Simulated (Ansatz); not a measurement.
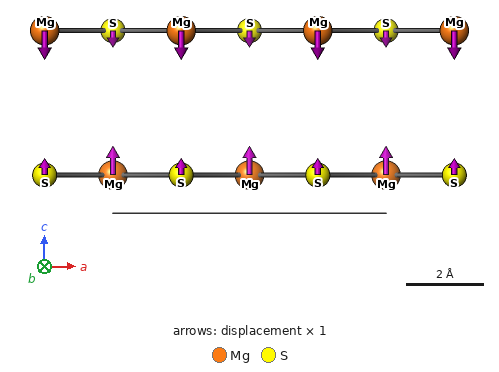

This is a relaxation of a free-standing layer of MgS (a generated structure, set up in P4/nmm) (coarse preliminary run). The starting structure is drawn; purple arrows show the displacements (the part carried along by the change of the cell is left out), at their true length.

A ball-and-stick model of the 2 × 1 repeat of the cell, outlined in the plane, without the vacuum, seen along the b axis.

Computed with DFT PBE+D3(BJ), scalar-relativistic, plane waves, PAW (Ansatz). Set-up: plane-wave cutoff 420 eV; k-point mesh 6 × 6 × 1; occupations gaussian; smearing width 0.1 eV; no spin polarisation; cell and atoms relaxed; force threshold 0.04 eV/Å; at most 70 steps.

Atoms of which element are displaced furthest, and by how much?

Answer. Magnesium: up to 0.77 Å, against 0.45 Å for sulfur.

What did the optimiser do to the structure, and how much energy did it gain?

Answer. The largest moves relative to the cell and the layer's centre, 0.77 Å, are those of Mg atoms. By element the largest moves are Mg 0.77 Å, S 0.45 Å. In the plane the drawn cell goes a 7.145 → 7.113 Å (−0.4 %), b 3.572 → 3.557 Å (−0.4 %). Among the contacts that change: Mg–S 3.780 → 2.554 Å, Mg–S 2.526 → 2.536 Å. New bonds form, among them: Mg–S (3.78 → 2.55 Å). Among the angles between lasting bonds that change: Mg–S–Mg 180.0° → 165.4°, S–Mg–S 180.0° → 165.4°. After 6 accepted moves (7 points after the start) the energy has fallen by 0.976 eV per cell of the calculation. The largest force component goes from 0.39 to 0.011 eV/Å. The SCF was repeated once at an unchanged geometry on a basis and grid sized afresh for the cell, which shifted the energy by less than 0.05 meV per cell of the calculation at most. The program noted that it reset the height of the cell.
